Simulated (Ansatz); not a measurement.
**Zr: geometry relaxation (part 1 of 2)**

- system: Zr (slab, 16 atoms in the cell)
- method: DFT PBE+D3(BJ), scalar-relativistic, plane waves, PAW, no spin polarisation (Ansatz 0.2.0)

The structure derives from an entry of the Crystallography Open Database. The input holds or restrains some coordinates. Forces given for the steps count only the free coordinates. It belongs to a series of runs on one base structure; here: clean slab, lower planes held.

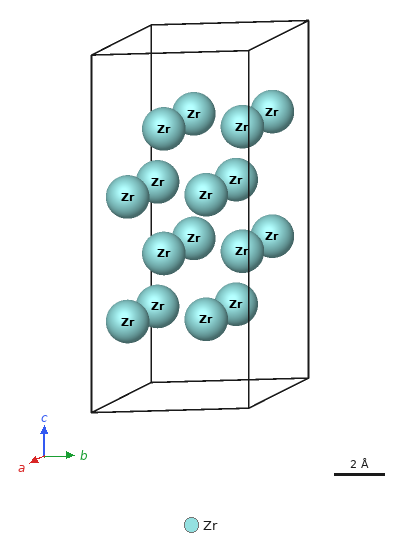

Figure 1. The structure as given in the input (spheres-only view of the cell of the calculation, with the vacuum cut short, seen slightly off an axis). An atom can appear more than once, as a periodic image.

Summary:

```json
{"quantity": "outcome", "value": "converged under the restraints of the input"}
{"quantity": "electrons treated", "value": "192"}
{"quantity": "free energy", "value": "−66940.6729 eV"}
{"quantity": "work function, top face", "value": "4.25 eV"}
{"quantity": "work function, bottom face", "value": "4.23 eV"}
{"quantity": "Fermi energy", "value": "4.005 eV"}
{"quantity": "gap on the k-point mesh", "value": "none (metallic)"}
{"quantity": "final volume", "value": "831.87 Å³"}
{"quantity": "work function (upper face)", "value": "4.25 eV"}
{"quantity": "largest force (length of the vector) at the end, held atoms and coordinates included", "value": "0.441 eV/Å"}
{"quantity": "hardware", "value": "4 threads of Intel Xeon (Sapphire Rapids), 16 GiB of memory available, shared host"}
{"quantity": "wall time", "value": "31 s (CPU time 100 s)"}
{"quantity": "peak memory", "value": "1.8 GiB"}
```

Remarks:

The program warns: the exchange-correlation potential is rough where the density is thin.

Input file:
```yaml
crystal:
  lattice:
    - [6.3710095762, 0.0, 0.0]
    - [-3.1855047881, 5.5174561408, 0.0]
    - [0.0, 0.0, 23.6651285392]
  atoms:
    - { symbol: Zr, position: [0.3333333333, 0.1666666667, 0.3380501393] }
    - { symbol: Zr, position: [0.3333333333, 0.6666666667, 0.3380501393] }
    - { symbol: Zr, position: [0.8333333333, 0.1666666667, 0.3380501393] }
    - { symbol: Zr, position: [0.8333333333, 0.6666666667, 0.3380501393] }
    - { symbol: Zr, position: [0.1666666667, 0.3333333333, 0.4460167131] }
    - { symbol: Zr, position: [0.1666666667, 0.8333333333, 0.4460167131] }
    - { symbol: Zr, position: [0.6666666667, 0.3333333333, 0.4460167131] }
    - { symbol: Zr, position: [0.6666666667, 0.8333333333, 0.4460167131] }
    - { symbol: Zr, position: [0.3333333333, 0.1666666667, 0.5539832869] }
    - { symbol: Zr, position: [0.3333333333, 0.6666666667, 0.5539832869] }
    - { symbol: Zr, position: [0.8333333333, 0.1666666667, 0.5539832869] }
    - { symbol: Zr, position: [0.8333333333, 0.6666666667, 0.5539832869] }
    - { symbol: Zr, position: [0.1666666667, 0.3333333333, 0.6619498607] }
    - { symbol: Zr, position: [0.1666666667, 0.8333333333, 0.6619498607] }
    - { symbol: Zr, position: [0.6666666667, 0.3333333333, 0.6619498607] }
    - { symbol: Zr, position: [0.6666666667, 0.8333333333, 0.6619498607] }
basis:
  ecutwfc: 420
kpoints:
  mp_grid: { grid: [4, 4, 1] }
hamiltonian:
  xc: pbe
  dispersion: d3bj
scf:
  occupations: { method: gaussian, width: 0.1 }
output:
  forces: true
  eigenvalues: true
  write_density: true
  write_potential: true
  elf: true
  volumetric_format: npy
relax:
  adjacent_minimum: "off"
  f_tol: 0.03
  max_steps: 70
  constraints: [{ sites: [0, 1, 2, 3, 4, 5, 6, 7] }]
efield:
  axis: 3
  dipole_correction: true
  ramp_width: 0.04
```

Command:
```bash
ansatz run input.yaml --threads 4 --pin off --max-ram 12288MiB --backend cpu --events-out ev --progress --plain --runs-dir out
```

Log:
```
Engine: ansatz 0.2.0, x86_64-unknown-linux-gnu
Pseudopotentials: kind: paw
Pseudopotential: Zr, paw, valence charge 12, recommended cutoff 420 eV (normal), Zr.paw.azcp
Functional definition: PBE
  parameter kappa = 0.804
  parameter beta = 0.06672455060314922
  exchange = pbe_x(kappa = kappa, mu = beta*pi^2/3)
  correlation = pbe_c(beta = beta)
Crystal: 16 atoms, lattice volume = 831.871 Å³
Basis set: ecut = 420 eV, 16315 PW (Γ), exchange–correlation on 90×90×320 points (8 copies of the dense FFT grid, shifted against one another)
Bands: 116, of which v1, the nominal top of the filled ones, is band 96 counted from 1 (95 counted from 0)
Symmetry: 24 space group operations
k-points: 4 of 16 (time reversal used)
Non-local potential: Zr, projectors of the file, l = 0: 3, l = 1: 2, l = 2: 2, l = 3: 2
PAW form: soft (Blöchl's): semilocal exchange-correlation on the pseudo side does not see the compensation charge
PAW one-centre angular grid: Zr, 590 points (default); XC on 64 Gauss nodes
Initial density: superposition of atomic densities (neutral atoms: chi_scale 0, normalization atom), corrected by the library's trained network
Initial wavefunctions: pseudopotential atomic-orbital guess
Functional: x = pbe(κ = 0.804, μ = 0.2195149727645171), c = pbe(β = 0.06672455060314922)
SCF iter   1: F=—  HF=-66940.631448 eV  |F-HF|=—  |Δ(HF+E_count)|=         —  Δρ=5.92e-3  dr2=3.52e0  ethr=1.77e-3  p=0.000 e·Å  D=6.82e-14 V/Å  ΔV_dip=-0.00 eV  dr2_dipole=2.61e-7  V_vac-E_F(+/−)=4.30/4.30 eV  ⟨swp⟩=8.8  Hψ=2212  notcnv=0
efield: sawtooth ramp at fractional position 0.9800 (placed from the atoms, in the widest stretch of the axis that holds none; the zero of the levels goes with the place), width 0.0400; the density the first Hamiltonian is built on has a dipole p = 0.000 e·Å; the dipole correction subtracts the counter field D = 6.82e-14 V/Å, which shifts the + side's vacuum level by -0.00 eV against the − side's; the planar-averaged density in the ramp window peaks in size at 4.4e-5 e/Å³
preconditioner: auto → LDOS  [metal: Δε(μ)=0.091 eV  Ē_g=2.310 eV  σ=0.100 eV  W_gap=0.45  n_scr=136 (ndim 8)  ℏωp=10.3 eV  f_vac=0.486  D(μ)=23.32/eV (n_scr^D=160)  β→1.0]
SCF iter   2: F=—  HF=-66940.558524 eV  |F-HF|=—  |Δ(HF+E_count)|=   7.29e-2  Δρ=2.40e-3  dr2=5.91e-1  ethr=1.77e-3  p=-0.000 e·Å  D=-2.10e-5 V/Å  ΔV_dip=0.00 eV  dr2_dipole=4.95e-9  V_vac-E_F(+/−)=4.24/4.24 eV  ⟨swp⟩=1.5  Hψ=551  notcnv=0  defer=4
SCF iter   3: F=—  HF=-66940.545382 eV  |F-HF|=—  |Δ(HF+E_count)|=   1.31e-2  Δρ=4.46e-4  dr2=4.85e-3  ethr=3.08e-4  p=-0.000 e·Å  D=-1.49e-5 V/Å  ΔV_dip=0.00 eV  dr2_dipole=1.11e-7  V_vac-E_F(+/−)=4.26/4.26 eV  ⟨swp⟩=1.8  Hψ=448  notcnv=0  defer=14
SCF iter   4: F=—  HF=-66940.546681 eV  |F-HF|=—  |Δ(HF+E_count)|=   1.30e-3  Δρ=1.56e-4  dr2=1.12e-3  ethr=2.52e-6  p=-0.000 e·Å  D=-7.00e-6 V/Å  ΔV_dip=0.00 eV  dr2_dipole=5.05e-8  V_vac-E_F(+/−)=4.26/4.26 eV  ⟨swp⟩=2.5  Hψ=619  notcnv=0  defer=6
SCF iter   5: F=—  HF=-66940.546689 eV  |F-HF|=—  |Δ(HF+E_count)|=   8.12e-6  Δρ=4.12e-5  dr2=2.30e-5  ethr=5.84e-7  p=-0.000 e·Å  D=-3.17e-6 V/Å  ΔV_dip=0.00 eV  dr2_dipole=1.69e-9  V_vac-E_F(+/−)=4.25/4.25 eV  ⟨swp⟩=2.0  Hψ=484  notcnv=0  defer=6
SCF iter   6: F=-66940.546683 eV  HF=-66940.546695 eV  |F-HF|=1.17e-5  |Δ(HF+E_count)|=   6.00e-6  Δρ=1.62e-5  dr2=1.43e-5  ethr=1.17e-8  p=-0.000 e·Å  D=-1.42e-6 V/Å  ΔV_dip=0.00 eV  dr2_dipole=2.04e-12  V_vac-E_F(+/−)=4.25/4.25 eV  ⟨swp⟩=23.5  Hψ=4668  notcnv=0
SCF 1 converged in 6 iterations: F = -66940.546683 eV  dr2 = 1.43e-5
  greatest PAW one-centre occupation: 0.996 electrons in one spin orbital (limit 2), on the Zr atom at site 15 (counted from 0), in its partial waves of l = 0
relax step   1: F+E_penalty+E_count = -66940.54668329 eV  Δ(F+E_penalty+E_count) = +0.000e0 eV  max|allowed force component| = 5.788e-1 eV/Å  Δτ_max = 0.0000 Å  (6 SCF iters, dr2 threshold 2.25e-5 eV, accepted)
Initial density: handed on by an earlier stage of this run
Initial wavefunctions: those handed on with the density
SCF iter   1: F=—  HF=-66941.021440 eV  |F-HF|=—  |Δ(HF+E_count)|=         —  Δρ=8.36e-3  dr2=8.90e0  ethr=3.10e-3  p=-0.000 e·Å  D=-1.44e-6 V/Å  ΔV_dip=0.00 eV  dr2_dipole=1.33e0  V_vac-E_F(+/−)=4.23/4.23 eV  ⟨swp⟩=3.8  Hψ=901  notcnv=1  defer=17
efield: sawtooth ramp at fractional position 0.9800 (handed on by an earlier solve), width 0.0400; the density the first Hamiltonian is built on has a dipole p = -0.000 e·Å; the dipole correction subtracts the counter field D = -1.44e-6 V/Å, which shifts the + side's vacuum level by +0.00 eV against the − side's; the planar-averaged density in the ramp window peaks in size at 7.3e-7 e/Å³
preconditioner: auto → LDOS  [metal: Δε(μ)=0.019 eV  Ē_g=2.354 eV  σ=0.100 eV  W_gap=0.11  n_scr=136 (ndim 8)  ℏωp=10.3 eV  f_vac=0.489  D(μ)=27.30/eV (n_scr^D=228)  β→1.0]
SCF iter   2: F=—  HF=-66940.667074 eV  |F-HF|=—  |Δ(HF+E_count)|=   3.54e-1  Δρ=4.38e-3  dr2=7.76e-1  ethr=3.10e-3  p=0.019 e·Å  D=4.06e-3 V/Å  ΔV_dip=-0.10 eV  dr2_dipole=1.72e-1  V_vac-E_F(+/−)=4.10/4.20 eV  ⟨swp⟩=2.0  Hψ=706  notcnv=0  defer=27
SCF iter   3: F=—  HF=-66940.620203 eV  |F-HF|=—  |Δ(HF+E_count)|=   4.69e-2  Δρ=2.59e-3  dr2=3.98e-1  ethr=4.04e-4  p=0.001 e·Å  D=1.40e-4 V/Å  ΔV_dip=-0.00 eV  dr2_dipole=7.73e-2  V_vac-E_F(+/−)=4.21/4.22 eV  ⟨swp⟩=2.2  Hψ=807  notcnv=0  defer=29
SCF iter   4: F=—  HF=-66940.582226 eV  |F-HF|=—  |Δ(HF+E_count)|=   3.80e-2  Δρ=5.16e-4  dr2=3.21e-2  ethr=2.07e-4  p=-0.001 e·Å  D=-2.14e-4 V/Å  ΔV_dip=0.01 eV  dr2_dipole=1.32e-2  V_vac-E_F(+/−)=4.21/4.20 eV  ⟨swp⟩=2.0  Hψ=546  notcnv=0  defer=29
SCF iter   5: F=—  HF=-66940.580778 eV  |F-HF|=—  |Δ(HF+E_count)|=   1.45e-3  Δρ=1.40e-4  dr2=7.93e-4  ethr=1.67e-5  p=-0.003 e·Å  D=-7.42e-4 V/Å  ΔV_dip=0.02 eV  dr2_dipole=5.00e-5  V_vac-E_F(+/−)=4.21/4.20 eV  ⟨swp⟩=1.8  Hψ=525  notcnv=0  defer=29
SCF iter   6: F=—  HF=-66940.580152 eV  |F-HF|=—  |Δ(HF+E_count)|=   6.25e-4  Δρ=3.51e-5  dr2=2.34e-5  ethr=4.13e-7  p=-0.004 e·Å  D=-7.87e-4 V/Å  ΔV_dip=0.02 eV  dr2_dipole=1.97e-8  V_vac-E_F(+/−)=4.22/4.20 eV  ⟨swp⟩=2.5  Hψ=754  notcnv=0  defer=29
SCF iter   7: F=-66940.580155 eV  HF=-66940.580157 eV  |F-HF|=2.66e-6  |Δ(HF+E_count)|=   4.94e-6  Δρ=1.22e-5  dr2=3.23e-6  ethr=1.09e-8  p=-0.004 e·Å  D=-8.08e-4 V/Å  ΔV_dip=0.02 eV  dr2_dipole=1.29e-6  V_vac-E_F(+/−)=4.22/4.20 eV  ⟨swp⟩=24.0  Hψ=4738  notcnv=0
SCF 2 converged in 7 iterations: F = -66940.580155 eV  dr2 = 3.23e-6
  Residual-converged pass: ⟨swp⟩=1.2  Hψ=551  notcnv=0  max |occ|·‖R‖ = 6.3e-9 eV (tolerance 1.0e-8 eV)  dr2=3.23e-6  dr2_onsite=1.11e-8  max |Δocc| = 7.0e-10
relax step   2: F+E_penalty+E_count = -66940.58015477 eV  Δ(F+E_penalty+E_count) = -3.347e-2 eV  max|allowed force component| = 5.738e-1 eV/Å  Δτ_max = 0.1474 Å  (7 SCF iters, dr2 threshold 2.09e-5 eV, accepted)
iter 1 solved again at ethr=1.29e-3 eV; its pass at ethr=3.10e-3 eV (dr2=2.47e0 eV) is discarded
SCF iter   1: F=—  HF=-66940.773311 eV  |F-HF|=—  |Δ(HF+E_count)|=         —  Δρ=3.96e-3  dr2=2.31e0  ethr=1.29e-3  p=-0.004 e·Å  D=-8.08e-4 V/Å  ΔV_dip=0.02 eV  dr2_dipole=5.94e-1  V_vac-E_F(+/−)=4.22/4.20 eV  ⟨swp⟩=1.0  Hψ=1308  notcnv=0  defer=25
efield: sawtooth ramp at fractional position 0.9800 (handed on by an earlier solve), width 0.0400; the density the first Hamiltonian is built on has a dipole p = -0.004 e·Å; the dipole correction subtracts the counter field D = -8.08e-4 V/Å, which shifts the + side's vacuum level by +0.02 eV against the − side's; the planar-averaged density in the ramp window peaks in size at 6.3e-7 e/Å³
preconditioner: auto → LDOS  [metal: Δε(μ)=0.068 eV  Ē_g=2.323 eV  σ=0.100 eV  W_gap=0.36  n_scr=136 (ndim 8)  ℏωp=10.3 eV  f_vac=0.486  D(μ)=25.77/eV (n_scr^D=190)  β→1.0]
SCF iter   2: F=—  HF=-66940.698412 eV  |F-HF|=—  |Δ(HF+E_count)|=   7.49e-2  Δρ=2.38e-3  dr2=2.32e-1  ethr=1.20e-3  p=-0.006 e·Å  D=-1.37e-3 V/Å  ΔV_dip=0.03 eV  dr2_dipole=4.66e-4  V_vac-E_F(+/−)=4.27/4.24 eV  ⟨swp⟩=2.2  Hψ=608  notcnv=0  defer=25
SCF iter   3: F=—  HF=-66940.676546 eV  |F-HF|=—  |Δ(HF+E_count)|=   2.19e-2  Δρ=8.51e-4  dr2=3.66e-2  ethr=1.21e-4  p=-0.002 e·Å  D=-3.71e-4 V/Å  ΔV_dip=0.01 eV  dr2_dipole=3.38e-3  V_vac-E_F(+/−)=4.23/4.22 eV  ⟨swp⟩=2.2  Hψ=715  notcnv=0  defer=25
SCF iter   4: F=—  HF=-66940.672730 eV  |F-HF|=—  |Δ(HF+E_count)|=   3.82e-3  Δρ=1.58e-4  dr2=1.50e-3  ethr=1.91e-5  p=-0.002 e·Å  D=-4.78e-4 V/Å  ΔV_dip=0.01 eV  dr2_dipole=2.54e-4  V_vac-E_F(+/−)=4.24/4.23 eV  ⟨swp⟩=2.0  Hψ=570  notcnv=0  defer=25
SCF iter   5: F=—  HF=-66940.672279 eV  |F-HF|=—  |Δ(HF+E_count)|=   4.51e-4  Δρ=5.19e-5  dr2=7.30e-5  ethr=7.79e-7  p=-0.003 e·Å  D=-5.47e-4 V/Å  ΔV_dip=0.01 eV  dr2_dipole=7.35e-6  V_vac-E_F(+/−)=4.24/4.23 eV  ⟨swp⟩=2.0  Hψ=678  notcnv=0  defer=27
SCF iter   6: F=-66940.672278 eV  HF=-66940.672282 eV  |F-HF|=3.78e-6  |Δ(HF+E_count)|=   2.93e-6  Δρ=1.48e-5  dr2=6.43e-6  ethr=1.07e-8  p=-0.003 e·Å  D=-5.85e-4 V/Å  ΔV_dip=0.01 eV  dr2_dipole=7.28e-7  V_vac-E_F(+/−)=4.24/4.23 eV  ⟨swp⟩=24.5  Hψ=5132  notcnv=0
SCF 3 converged in 6 iterations: F = -66940.672278 eV  dr2 = 6.43e-6
relax step   3: F+E_penalty+E_count = -66940.67227821 eV  Δ(F+E_penalty+E_count) = -9.212e-2 eV  max|allowed force component| = 3.679e-2 eV/Å  Δτ_max = 0.0687 Å  (6 SCF iters, dr2 threshold 2.06e-5 eV, accepted)
SCF iter   1: F=—  HF=-66940.673791 eV  |F-HF|=—  |Δ(HF+E_count)|=         —  Δρ=3.12e-4  dr2=8.50e-3  ethr=1.25e-4  p=-0.003 e·Å  D=-5.85e-4 V/Å  ΔV_dip=0.01 eV  dr2_dipole=1.44e-4  V_vac-E_F(+/−)=4.24/4.23 eV  ⟨swp⟩=1.8  Hψ=582  notcnv=0  defer=5
efield: sawtooth ramp at fractional position 0.9800 (handed on by an earlier solve), width 0.0400; the density the first Hamiltonian is built on has a dipole p = -0.003 e·Å; the dipole correction subtracts the counter field D = -5.85e-4 V/Å, which shifts the + side's vacuum level by +0.01 eV against the − side's; the planar-averaged density in the ramp window peaks in size at 5.9e-7 e/Å³
preconditioner: auto → LDOS  [metal: Δε(μ)=0.062 eV  Ē_g=2.325 eV  σ=0.100 eV  W_gap=0.33  n_scr=136 (ndim 8)  ℏωp=10.3 eV  f_vac=0.487  D(μ)=26.18/eV (n_scr^D=202)  β→1.0]
SCF iter   2: F=—  HF=-66940.673447 eV  |F-HF|=—  |Δ(HF+E_count)|=   3.44e-4  Δρ=1.88e-4  dr2=2.49e-3  ethr=4.43e-6  p=-0.002 e·Å  D=-4.50e-4 V/Å  ΔV_dip=0.01 eV  dr2_dipole=2.16e-4  V_vac-E_F(+/−)=4.24/4.23 eV  ⟨swp⟩=2.0  Hψ=656  notcnv=0  defer=5
SCF iter   3: F=—  HF=-66940.673340 eV  |F-HF|=—  |Δ(HF+E_count)|=   1.07e-4  Δρ=5.57e-5  dr2=1.31e-4  ethr=1.30e-6  p=-0.003 e·Å  D=-5.47e-4 V/Å  ΔV_dip=0.01 eV  dr2_dipole=2.19e-5  V_vac-E_F(+/−)=4.24/4.23 eV  ⟨swp⟩=2.0  Hψ=560  notcnv=0  defer=5
SCF iter   4: F=—  HF=-66940.673331 eV  |F-HF|=—  |Δ(HF+E_count)|=   9.34e-6  Δρ=1.78e-5  dr2=1.01e-5  ethr=6.84e-8  p=-0.003 e·Å  D=-5.64e-4 V/Å  ΔV_dip=0.01 eV  dr2_dipole=8.57e-7  V_vac-E_F(+/−)=4.24/4.23 eV  ⟨swp⟩=2.5  Hψ=756  notcnv=0  defer=5
SCF iter   5: F=—  HF=-66940.672920 eV  |F-HF|=—  |Δ(HF+E_count)|=   4.11e-4  Δρ=4.71e-6  dr2=9.55e-7  ethr=5.25e-9  p=-0.003 e·Å  D=-5.90e-4 V/Å  ΔV_dip=0.01 eV  dr2_dipole=5.58e-8  V_vac-E_F(+/−)=4.24/4.23 eV  ⟨swp⟩=2.8  Hψ=730  notcnv=0  defer=5
SCF iter   6: F=—  HF=-66940.672920 eV  |F-HF|=—  |Δ(HF+E_count)|=   1.32e-7  Δρ=1.76e-6  dr2=1.52e-7  ethr=5.21e-11  p=-0.003 e·Å  D=-6.13e-4 V/Å  ΔV_dip=0.01 eV  dr2_dipole=8.37e-10  V_vac-E_F(+/−)=4.24/4.23 eV  ⟨swp⟩=18.5  Hψ=3850  notcnv=0
SCF iter   7: F=-66940.672920 eV  HF=-66940.672920 eV  |F-HF|=1.56e-8  |Δ(HF+E_count)|=   4.18e-9  Δρ=8.47e-7  dr2=2.02e-8  ethr=5.21e-11  p=-0.003 e·Å  D=-6.35e-4 V/Å  ΔV_dip=0.02 eV  dr2_dipole=6.13e-9  V_vac-E_F(+/−)=4.24/4.23 eV  ⟨swp⟩=10.5  Hψ=3061  notcnv=0
SCF 4 converged in 7 iterations: F = -66940.672920 eV  dr2 = 2.02e-8
relax step   4: F+E_penalty+E_count = -66940.67291981 eV  Δ(F+E_penalty+E_count) = -6.416e-4 eV  max|allowed force component| = 3.886e-3 eV/Å  Δτ_max = 0.0076 Å  (7 SCF iters, accepted)
```

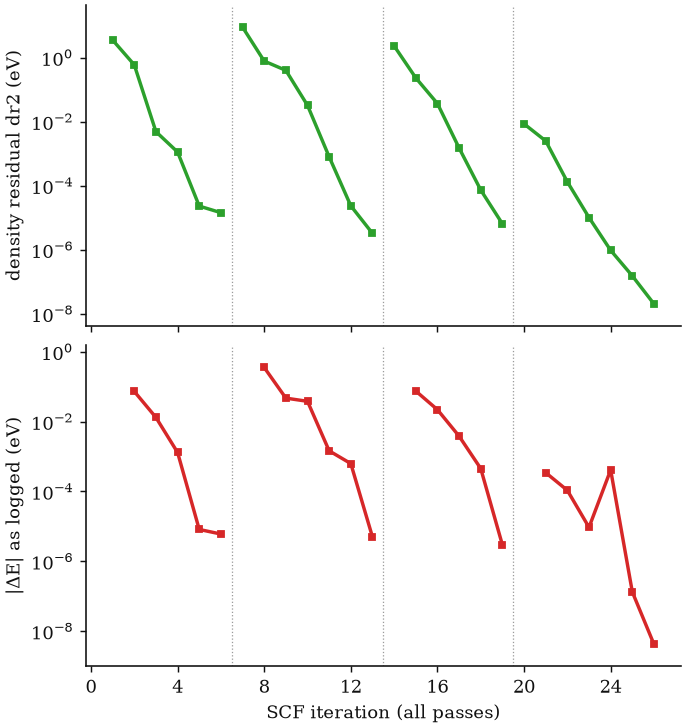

Figure 2. Convergence of the self-consistent field: density residual dr2 and size of the energy change against the SCF iteration. The dotted lines part the SCF passes of the relaxation: geometry steps, rejected trials and re-solves on a re-selected basis. The passes take 6, 7, 6 and 7 iterations.

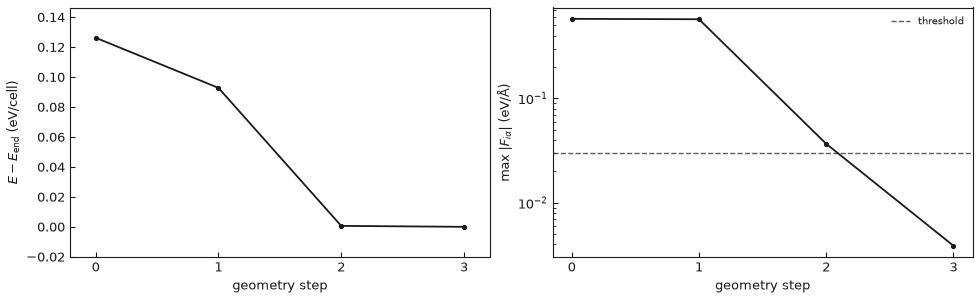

Figure 3. Progress of the restrained relaxation, step by step (the first geometry is step 0 here and step 1 in the log).

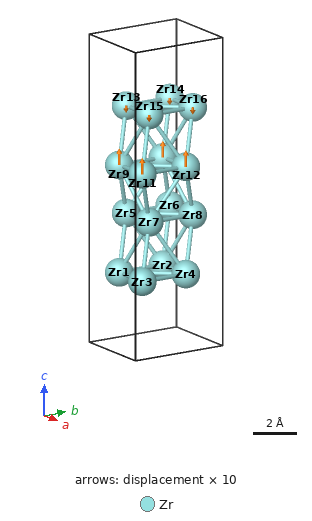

Figure 4. The starting structure with the displacements as orange arrows, magnified 10 times (ball-and-stick view of the cell of the calculation, with the vacuum cut short, seen slightly off an axis). The largest moves, 0.079 Å, are those of Zr9, Zr10, Zr11 and Zr12. The lattice vectors keep their values. Among the contacts that change: Zr10–Zr13 3.148 → 3.056 Å, Zr5–Zr10 3.148 → 3.213 Å. The energy falls by 0.126 eV per cell of the calculation in 3 geometry steps. The largest force component goes from 0.58 to 0.0039 eV/Å. (Atoms are counted from 1 in the order of the input.)
